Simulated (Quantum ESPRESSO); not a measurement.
## Single-point calculation of GaN (part 1 of 2)

The run: single-point calculation of GaN (P6₃mc, 8 atoms in the cell). Method and program: Kohn-Sham DFT of a periodic cell, PBE, SSSP 1.3 efficiency PBE, no spin polarisation (Quantum ESPRESSO 7.5).

The structure derives from a Materials Project entry.

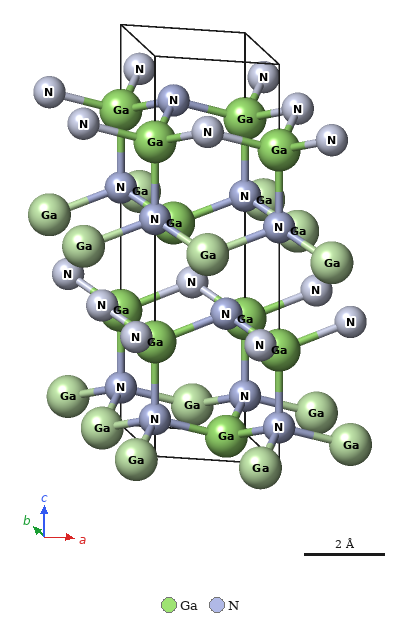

*The structure as given in the input (ball-and-stick view of the cell of the calculation, seen slightly off an axis; neighbours outside the cell are drawn fainter). An atom can appear more than once, as a periodic image.*

Near neighbours in the periodic cell (some may lie outside the picture): Ga has 4 N at 1.95 to 2.00 Å; Ga has 3 N at 1.94 Å; N has 4 Ga at 1.94 to 2.00 Å; N has 3 Ga at 1.95 Å.

### Input
```
&CONTROL
  calculation = 'scf'
  prefix = 'pwscf'
  outdir = './tmp'
  pseudo_dir = './pseudo'
  tprnfor = .true.
  tstress = .true.
  disk_io = 'nowf'
/
&SYSTEM
  ibrav = 0
  nat = 8
  ntyp = 2
  ecutwfc = 70
  ecutrho = 560
  nbnd = 48
  occupations = 'smearing'
  smearing = 'fd'
  degauss = 0.00367493
/
&ELECTRONS
  conv_thr = 1.6d-09
  electron_maxstep = 120
  mixing_beta = 0.5
/
ATOMIC_SPECIES
Ga    69.7230 Ga.pbe-dn-kjpaw_psl.1.0.0.UPF
N     14.0070 N.pbe-n-radius_5.UPF
CELL_PARAMETERS angstrom
   3.2115377864    0.0000000000    0.0000000000
  -1.6057688932    2.7812733083    0.0000000000
   0.0000000000    0.0000000000   10.3568400000
ATOMIC_POSITIONS crystal
Ga     0.0000000000    0.0000000000    0.7858680000
Ga     0.6666666667    0.3333333333    0.0373490000
Ga     0.3333333333    0.6666666667    0.5373490000
Ga     0.0000000000    0.0000000000    0.2858680000
N      0.0000000000    0.0000000000    0.0930380000
N      0.6666666667    0.3333333333    0.3437450000
N      0.0000000000    0.0000000000    0.5930380000
N      0.3333333333    0.6666666667    0.8437450000
K_POINTS automatic
10 10 3 0 0 0
```

Run on 2 threads of Intel Xeon (Granite Rapids), 192 GiB of memory available, shared host.

Run as:
```bash
OMP_NUM_THREADS=1 mpirun -n 2 pw.x -nk 2 -in pw.in > pw.out
```

### The program's output
```
This program is part of the open-source Quantum ESPRESSO suite
     for quantum simulation of materials; please cite
         "P. Giannozzi et al., J. Phys.:Condens. Matter 21 395502 (2009);
         "P. Giannozzi et al., J. Phys.:Condens. Matter 29 465901 (2017);
         "P. Giannozzi et al., J. Chem. Phys. 152 154105 (2020);
          URL
     in publications or presentations arising from this work. More details at

     file Ga.pbe-dn-kjpaw_psl.1.0.0.UPF: wavefunction(s)  4S renormalized
     Message from routine setup:
     using ibrav=0 with symmetry is DISCOURAGED, use correct ibrav instead

     K-points division:     npool     =       2
     Subspace diagonalization in iterative solution of the eigenvalue problem:
     a serial algorithm will be used

     G-vector sticks info
     --------------------
     sticks:   dense  smooth     PW     G-vecs:    dense   smooth      PW
     Sum        1417     703    199               139731    49335    7647

     Using Slab Decomposition

     bravais-lattice index     =            0
     lattice parameter (alat)  =       6.0689  a.u.
     unit-cell volume          =     624.2817 (a.u.)^3
     number of atoms/cell      =            8
     number of atomic types    =            2
     number of electrons       =        72.00
     number of Kohn-Sham states=           48
     kinetic-energy cutoff     =      70.0000  Ry
     charge density cutoff     =     560.0000  Ry
     scf convergence threshold =      1.6E-09
     mixing beta               =       0.5000
     number of iterations used =            8  plain     mixing
     Exchange-correlation= PBE
                           (   1   4   3   4   0   0   0)

     celldm(1)=   6.068927  celldm(2)=   0.000000  celldm(3)=   0.000000
     celldm(4)=   0.000000  celldm(5)=   0.000000  celldm(6)=   0.000000

     crystal axes: (cart. coord. in units of alat)
               a(1) = (   1.000000   0.000000   0.000000 )
               a(2) = (  -0.500000   0.866025   0.000000 )
               a(3) = (   0.000000   0.000000   3.224885 )

     reciprocal axes: (cart. coord. in units 2 pi/alat)
               b(1) = (  1.000000  0.577350 -0.000000 )
               b(2) = (  0.000000  1.154701  0.000000 )
               b(3) = (  0.000000 -0.000000  0.310089 )

     PseudoPot. # 1 for Ga read from file:
     Ga.pbe-dn-kjpaw_psl.1.0.0.UPF
     Pseudo is Projector augmented-wave + core cor, Zval = 13.0
     Generated using "atomic" code by A. Dal Corso  v.5.1
     Shape of augmentation charge: PSQ
     Using radial grid of 1205 points,  6 beta functions with:
                l(1) =   0
                l(2) =   0
                l(3) =   1
                l(4) =   1
                l(5) =   2
                l(6) =   2
     Q(r) pseudized with 0 coefficients

     PseudoPot. # 2 for N  read from file:
     N.pbe-n-radius_5.UPF
     Pseudo is Ultrasoft + core correction, Zval =  5.0
     Generated using "atomic" code by A. Dal Corso  v.5.1
     Using radial grid of 1085 points,  4 beta functions with:
                l(1) =   0
                l(2) =   0
                l(3) =   1
                l(4) =   1
     Q(r) pseudized with 0 coefficients

     atomic species   valence    mass     pseudopotential
     Ga               13.00    69.72300     Ga( 1.00)
     N                 5.00    14.00700     N ( 1.00)

     12 Sym. Ops. (no inversion) found ( 6 have fractional translation)

   Cartesian axes

     site n.     atom                  positions (alat units)
         1        Ga     tau(   1) = (   0.0000000   0.0000000   2.5343339  )
         2        Ga     tau(   2) = (   0.5000000   0.2886751   0.1204462  )
         3        Ga     tau(   3) = (  -0.0000000   0.5773503   1.7328887  )
         4        Ga     tau(   4) = (   0.0000000   0.0000000   0.9218914  )
         5        N      tau(   5) = (   0.0000000   0.0000000   0.3000368  )
         6        N      tau(   6) = (   0.5000000   0.2886751   1.1085381  )
         7        N      tau(   7) = (   0.0000000   0.0000000   1.9124793  )
         8        N      tau(   8) = (  -0.0000000   0.5773503   2.7209806  )

     number of k points=    28  Fermi-Dirac smearing, width (Ry)=  0.0037
                       cart. coord. in units 2pi/alat
        k(    1) = (   0.0000000   0.0000000   0.0000000), wk =   0.0066667
        k(    2) = (   0.0000000   0.0000000   0.1033629), wk =   0.0133333
        k(    3) = (   0.0000000   0.1154701   0.0000000), wk =   0.0400000
        k(    4) = (   0.0000000   0.1154701   0.1033629), wk =   0.0800000
        k(    5) = (   0.0000000   0.2309401   0.0000000), wk =   0.0400000
        k(    6) = (   0.0000000   0.2309401   0.1033629), wk =   0.0800000
        k(    7) = (   0.0000000   0.3464102   0.0000000), wk =   0.0400000
        k(    8) = (   0.0000000   0.3464102   0.1033629), wk =   0.0800000
        k(    9) = (   0.0000000   0.4618802   0.0000000), wk =   0.0400000
        k(   10) = (   0.0000000   0.4618802   0.1033629), wk =   0.0800000
        k(   11) = (   0.0000000  -0.5773503   0.0000000), wk =   0.0200000
        k(   12) = (   0.0000000  -0.5773503   0.1033629), wk =   0.0400000
        k(   13) = (   0.1000000   0.1732051   0.0000000), wk =   0.0400000
        k(   14) = (   0.1000000   0.1732051   0.1033629), wk =   0.0800000
        k(   15) = (   0.1000000   0.2886751   0.0000000), wk =   0.0800000
        k(   16) = (   0.1000000   0.2886751   0.1033629), wk =   0.1600000
        k(   17) = (   0.1000000   0.4041452   0.0000000), wk =   0.0800000
        k(   18) = (   0.1000000   0.4041452   0.1033629), wk =   0.1600000
        k(   19) = (   0.1000000   0.5196152   0.0000000), wk =   0.0800000
        k(   20) = (   0.1000000   0.5196152   0.1033629), wk =   0.1600000
        k(   21) = (   0.2000000   0.3464102   0.0000000), wk =   0.0400000
        k(   22) = (   0.2000000   0.3464102   0.1033629), wk =   0.0800000
        k(   23) = (   0.2000000   0.4618802   0.0000000), wk =   0.0800000
        k(   24) = (   0.2000000   0.4618802   0.1033629), wk =   0.1600000
        k(   25) = (   0.2000000   0.5773503   0.0000000), wk =   0.0400000
        k(   26) = (   0.2000000   0.5773503   0.1033629), wk =   0.0800000
        k(   27) = (   0.3000000   0.5196152   0.0000000), wk =   0.0400000
        k(   28) = (   0.3000000   0.5196152   0.1033629), wk =   0.0800000

     Dense  grid:   139731 G-vectors     FFT dimensions: (  45,  45, 150)

     Smooth grid:    49335 G-vectors     FFT dimensions: (  36,  36, 108)

     Initial potential from superposition of free atoms

     starting charge      71.9882, renormalised to      72.0000
     Starting wfcs are   52 randomized atomic wfcs
     Checking if some PAW data can be deallocated...

     Self-consistent Calculation

     iteration #  1     ecut=    70.00 Ry     beta= 0.50
     Davidson diagonalization with overlap
     ethr =  1.00E-02,  avg # of iterations =  3.5

     total energy              =   -1191.33356772 Ry
     estimated scf accuracy    <       2.30001071 Ry

     iteration #  2     ecut=    70.00 Ry     beta= 0.50
     Davidson diagonalization with overlap
     ethr =  3.19E-03,  avg # of iterations =  6.8

     total energy              =   -1192.26715342 Ry
     estimated scf accuracy    <       0.70065073 Ry

     iteration #  3     ecut=    70.00 Ry     beta= 0.50
     Davidson diagonalization with overlap
     ethr =  9.73E-04,  avg # of iterations =  6.6

     total energy              =   -1192.50356047 Ry
     estimated scf accuracy    <       0.08186819 Ry

     iteration #  4     ecut=    70.00 Ry     beta= 0.50
     Davidson diagonalization with overlap
     ethr =  1.14E-04,  avg # of iterations =  8.2

     total energy              =   -1192.56779234 Ry
     estimated scf accuracy    <       0.07596102 Ry

     iteration #  5     ecut=    70.00 Ry     beta= 0.50
     Davidson diagonalization with overlap
     ethr =  1.06E-04,  avg # of iterations =  1.1

     total energy              =   -1192.56935015 Ry
     estimated scf accuracy    <       0.07251287 Ry

     iteration #  6     ecut=    70.00 Ry     beta= 0.50
     Davidson diagonalization with overlap
     ethr =  1.01E-04,  avg # of iterations =  1.4

     total energy              =   -1192.56815382 Ry
     estimated scf accuracy    <       0.02102645 Ry

     iteration #  7     ecut=    70.00 Ry     beta= 0.50
     Davidson diagonalization with overlap
     ethr =  2.92E-05,  avg # of iterations =  4.6

     total energy              =   -1192.56991820 Ry
     estimated scf accuracy    <       0.01150076 Ry

     iteration #  8     ecut=    70.00 Ry     beta= 0.50
     Davidson diagonalization with overlap
     ethr =  1.60E-05,  avg # of iterations =  3.6

     total energy              =   -1192.56936446 Ry
     estimated scf accuracy    <       0.00779197 Ry

     iteration #  9     ecut=    70.00 Ry     beta= 0.50
     Davidson diagonalization with overlap
     ethr =  1.08E-05,  avg # of iterations =  4.3

     total energy              =   -1192.56962822 Ry
     estimated scf accuracy    <       0.00145527 Ry

     iteration # 10     ecut=    70.00 Ry     beta= 0.50
     Davidson diagonalization with overlap
     ethr =  2.02E-06,  avg # of iterations =  9.0

     total energy              =   -1192.57055999 Ry
     estimated scf accuracy    <       0.00017762 Ry

     iteration # 11     ecut=    70.00 Ry     beta= 0.50
     Davidson diagonalization with overlap
     ethr =  2.47E-07,  avg # of iterations =  7.3

     total energy              =   -1192.57064063 Ry
     estimated scf accuracy    <       0.00026572 Ry

     iteration # 12     ecut=    70.00 Ry     beta= 0.50
     Davidson diagonalization with overlap
     ethr =  2.47E-07,  avg # of iterations =  1.2

     total energy              =   -1192.57063115 Ry
     estimated scf accuracy    <       0.00013354 Ry

     iteration # 13     ecut=    70.00 Ry     beta= 0.50
     Davidson diagonalization with overlap
     ethr =  1.85E-07,  avg # of iterations =  1.9

     total energy              =   -1192.57062827 Ry
     estimated scf accuracy    <       0.00004416 Ry

     iteration # 14     ecut=    70.00 Ry     beta= 0.50
     Davidson diagonalization with overlap
     ethr =  6.13E-08,  avg # of iterations =  5.3

     total energy              =   -1192.57063581 Ry
     estimated scf accuracy    <       0.00001087 Ry

     iteration # 15     ecut=    70.00 Ry     beta= 0.50
     Davidson diagonalization with overlap
     ethr =  1.51E-08,  avg # of iterations =  7.2

     total energy              =   -1192.57064424 Ry
     estimated scf accuracy    <       0.00000034 Ry

     iteration # 16     ecut=    70.00 Ry     beta= 0.50
     Davidson diagonalization with overlap
     ethr =  4.72E-10,  avg # of iterations = 13.2

     total energy              =   -1192.57064592 Ry
     estimated scf accuracy    <       0.00000129 Ry

     iteration # 17     ecut=    70.00 Ry     beta= 0.50
     Davidson diagonalization with overlap
     ethr =  4.72E-10,  avg # of iterations =  4.3

     total energy              =   -1192.57064601 Ry
     estimated scf accuracy    <       0.00000003 Ry

     iteration # 18     ecut=    70.00 Ry     beta= 0.50
     Davidson diagonalization with overlap
     ethr =  4.30E-11,  avg # of iterations = 10.0

     total energy              =   -1192.57064605 Ry
     estimated scf accuracy    <       0.00000028 Ry

     iteration # 19     ecut=    70.00 Ry     beta= 0.50
     Davidson diagonalization with overlap
     ethr =  4.30E-11,  avg # of iterations =  4.8

     total energy              =   -1192.57064607 Ry
     estimated scf accuracy    <       0.00000002 Ry

     iteration # 20     ecut=    70.00 Ry     beta= 0.50
     Davidson diagonalization with overlap
     ethr =  2.10E-11,  avg # of iterations =  6.3

     End of self-consistent calculation

          k = 0.0000 0.0000 0.0000 (  6089 PWs)   bands (ev):

    -6.3689  -6.0856  -5.2771  -5.1893  -4.3881  -4.3881  -4.3868  -4.3868
    -4.2179  -4.2179  -4.2154  -4.2154  -4.1859  -4.1297  -3.7272  -3.7272
    -3.7264  -3.7264  -3.4897  -3.4897  -3.4869  -3.4869  -3.2723  -2.5084
     3.1486   5.5046   6.6181   8.6041   8.6041   8.6484   8.6484   9.4477
     9.4477   9.4804   9.4804  10.0221  10.8522  13.3427  13.5502  13.6046
    17.0298  17.7113  18.5131  18.6344  18.6344  19.3520  19.3520  20.2965

          k = 0.0000 0.0000 0.1034 (  6106 PWs)   bands (ev):

    -6.3084  -6.1689  -5.2458  -5.2040  -4.3878  -4.3878  -4.3871  -4.3871
    -4.2173  -4.2173  -4.2161  -4.2161  -4.1776  -4.1514  -3.7270  -3.7270
    -3.7266  -3.7266  -3.4890  -3.4890  -3.4876  -3.4876  -3.0849  -2.7072
     3.5626   4.5801   7.6340   8.6148   8.6148   8.6369   8.6369   9.0113
     9.4561   9.4561   9.4724   9.4724  11.7502  12.7685  13.6076  13.6900
    17.2369  17.5701  18.7691  18.7691  18.9667  19.1057  19.1057  20.0851

          k = 0.0000 0.1155 0.0000 (  6152 PWs)   bands (ev):

    -6.2820  -6.0287  -5.2182  -5.1592  -4.3991  -4.3987  -4.3753  -4.3744
    -4.2301  -4.2266  -4.2130  -4.2116  -4.1372  -4.0574  -3.7116  -3.7100
    -3.7089  -3.7025  -3.5097  -3.5004  -3.4902  -3.4866  -3.1972  -2.4318
     3.3024   5.4611   6.5522   7.8189   8.2713   8.3568   8.4808   8.5267
     8.9303   9.2366   9.4238   9.9674  11.7216  13.6265  14.1092  14.1835
    16.7470  17.2015  17.9670  18.7063  18.9646  19.0979  19.4970  19.6626

          k = 0.0000 0.1155 0.1034 (  6130 PWs)   bands (ev):

    -6.2265  -6.1013  -5.1976  -5.1693  -4.3990  -4.3988  -4.3751  -4.3746
    -4.2295  -4.2278  -4.2127  -4.2120  -4.1243  -4.0871  -3.7107  -3.7097
    -3.7091  -3.7070  -3.5056  -3.5017  -3.4893  -3.4875  -3.0053  -2.6273
     3.6942   4.6450   7.2762   7.7835   8.2129   8.3933   8.4091   8.4769
     9.0539   9.2907   9.3830   9.5272  12.2520  13.1078  14.2093  14.2417
    16.8171  17.0504  18.3894  18.8792  18.9591  19.0940  19.4208  19.4695

          k = 0.0000 0.2309 0.0000 (  6150 PWs)   bands (ev):

    -6.0700  -5.8966  -5.0853  -5.0799  -4.4044  -4.3996  -4.3501  -4.3476
    -4.2518  -4.2419  -4.1935  -4.1927  -4.0230  -3.9115  -3.6665  -3.6653
    -3.6486  -3.5948  -3.5397  -3.4918  -3.4888  -3.4832  -2.9864  -2.2174
     3.7340   5.1003   5.9710   6.3969   6.9307   7.8479   7.9439   8.0603
     8.1600   8.8069   9.1760   9.7658  12.8088  13.6075  14.6797  15.2527
    16.3948  16.6398  17.4285  18.1974  18.4527  18.9431  19.7487  20.1793

          k = 0.0000 0.2309 0.1034 (  6162 PWs)   bands (ev):
```
